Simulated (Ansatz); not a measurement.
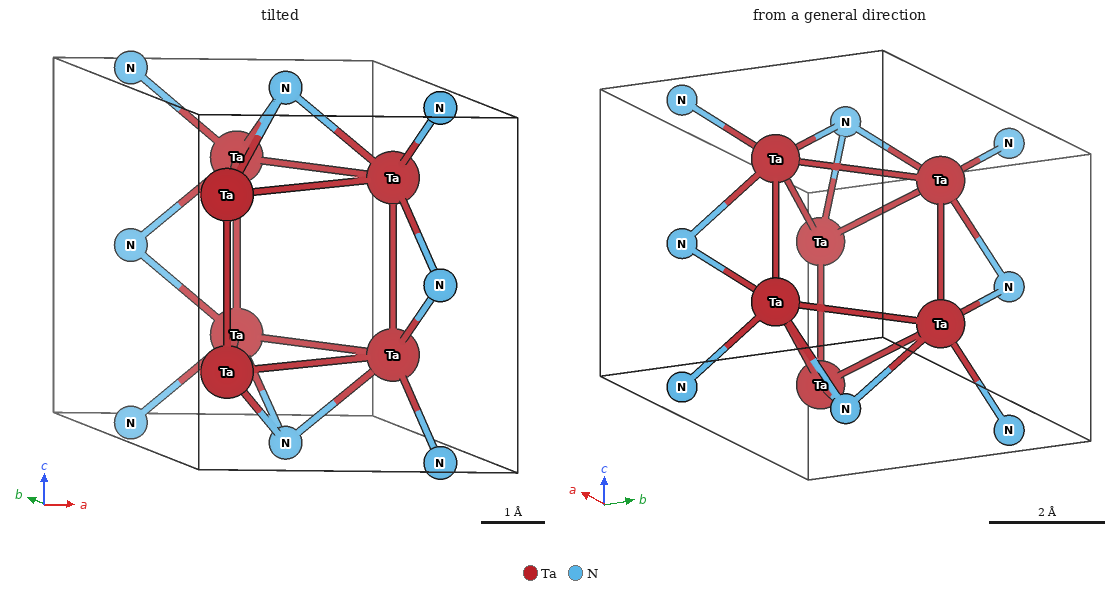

The crystal in a ball-and-stick representation, seen slightly off an axis and from a general direction. The lines enclose the supercell; boundary atoms appear with their images. The host is TaN, in a cell of 12 sites, and the cell is neutral.

How does this supercell depart from the perfect host?

A nitrogen vacancy. Around the empty site lie six Ta at about 2.2 Å.

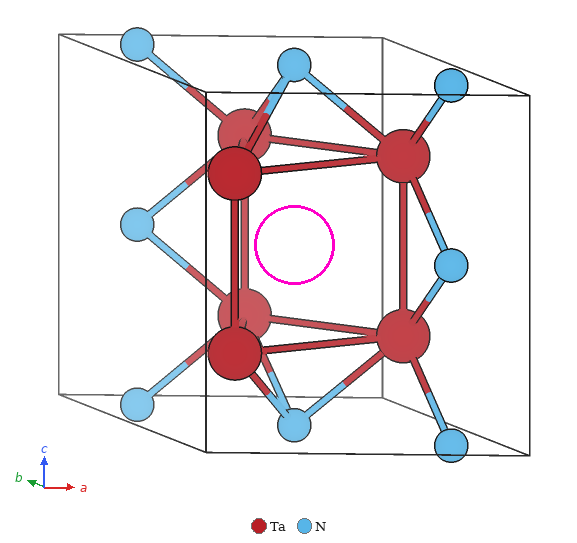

The same cell with a ring at the defect's site.

The atoms were relaxed in the host's cell with DFT PBE, scalar-relativistic, plane waves, PAW (Ansatz 0.2.0).
